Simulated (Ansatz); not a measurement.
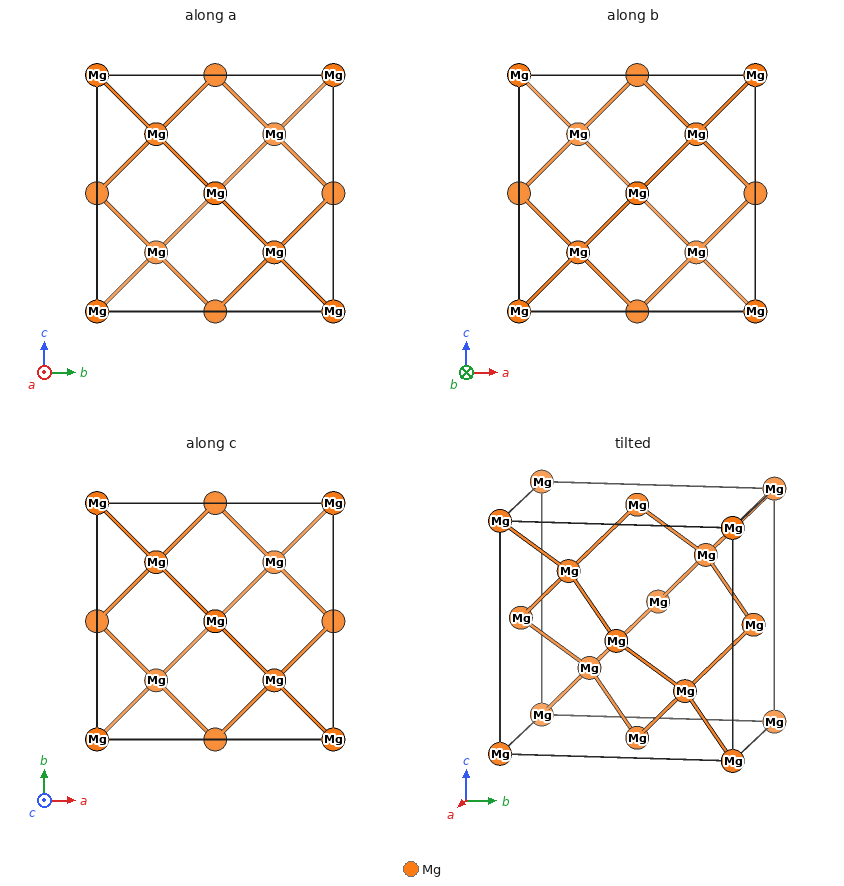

An orthographic ball-and-stick view of the structure, along the a axis, along the b axis, along the c axis and slightly off an axis. The edges of the conventional unit cell are marked.

Lattice parameters: a = 6.5095 Å, b = 6.5095 Å, c = 6.5095 Å, α = 90.000°, β = 90.000°, γ = 90.000°.

### Turn the picture into a CIF with its space group and independent sites.

```cif
data_structure
_symmetry_space_group_name_H-M 'F d -3 m :1'
_symmetry_Int_Tables_number 227
_cell_length_a 6.5095
_cell_length_b 6.5095
_cell_length_c 6.5095
_cell_angle_alpha 90.000
_cell_angle_beta 90.000
_cell_angle_gamma 90.000
_cell_volume 275.83
loop_
_atom_site_label
_atom_site_type_symbol
_atom_site_symmetry_multiplicity
_atom_site_Wyckoff_symbol
_atom_site_fract_x
_atom_site_fract_y
_atom_site_fract_z
_atom_site_occupancy
Mg1 Mg 8 a 0.2500 0.7500 0.7500 1
```

It goes back to a structure type filled with this element by a generator (whether the element takes this form wasn't checked). Earlier steps of the study may have refined or changed the cell and positions. Ansatz was used for an electronic-structure calculation on it.
